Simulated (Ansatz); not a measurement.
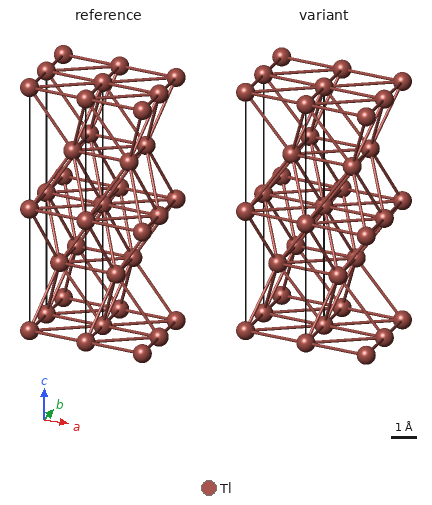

Left: a symmetric starting cell of Tl (made from another compound by putting Tl in place of Al). Right: the same structure after one change, at the same scale. A ball-and-stick model of the cell of the calculation, repeated 2 × 2 × 1 with one cell outlined, seen slightly off an axis.

Theory: DFT PBE, scalar-relativistic, plane waves, PAW in Ansatz. (plane-wave cutoff 420 eV; k-point mesh 15 × 15 × 4; occupations gaussian; smearing width 0.1 eV; no spin polarisation)

Which change leads from the left to the right?

The cell is strained by −1.9 % along c and +7.1 % across it (volume +12.4 %), the atoms keeping their fractional coordinates. No relaxation follows. The starting cell wasn't computed here and needn't be at equilibrium, so pressure and forces aren't due to the change alone.

And its effect?

The pressure is 11.2 GPa (not all of it need come from the change, since the unchanged cell can be under pressure at this level too). The principal stresses (compression positive) are 13.1 GPa along c and 10.3 GPa across it. All forces vanish by symmetry. Among the bonded contacts that change: Tl–Tl 3.158 → 3.190 to 3.387 Å. The space group stays P6_3/mmc (No. 194).
